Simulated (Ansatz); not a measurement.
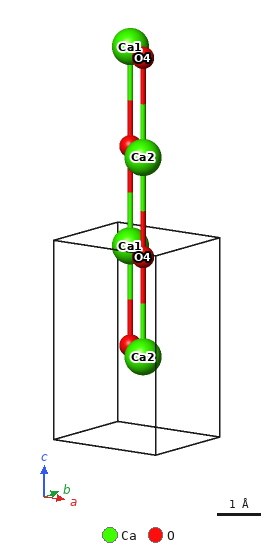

Reference structure: solid CaO (built on the wurtzite type) at its r2SCAN-relaxed geometry. A ball-and-stick model of the cell of the calculation, repeated 1 × 1 × 2 with one cell outlined, seen slightly off an axis.

The calculation used DFT, HSE06, plane waves, PAW (Ansatz 0.2.0). Set-up: plane-wave cutoff 420 eV; k-point mesh 6 × 6 × 4; occupations fixed; no spin polarisation.

The variant: All lengths are scaled by +1.5 % (volume +4.6 %). The atoms were relaxed with r2SCAN under that strain, and this is a single point on that geometry.

Question: What is the effect?

Answer: The energy rises by 8.4 meV per atom. Pressure: 0.2 GPa before, −3.6 GPa after. The principal stresses (compression positive) are −4.0 GPa along c and −3.5 GPa across it. All forces vanish by symmetry. Among the bonded contacts that change: Ca–O 2.385 → 2.421 Å, Ca–O 2.298 → 2.333 Å. The space group stays P6_3/mmc (No. 194).

The changed structure in the same view:

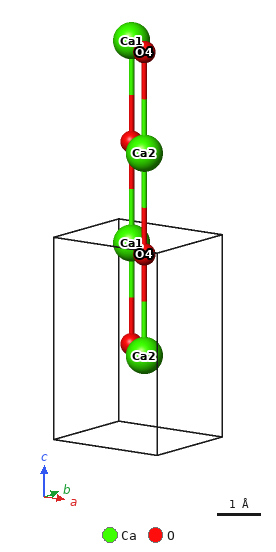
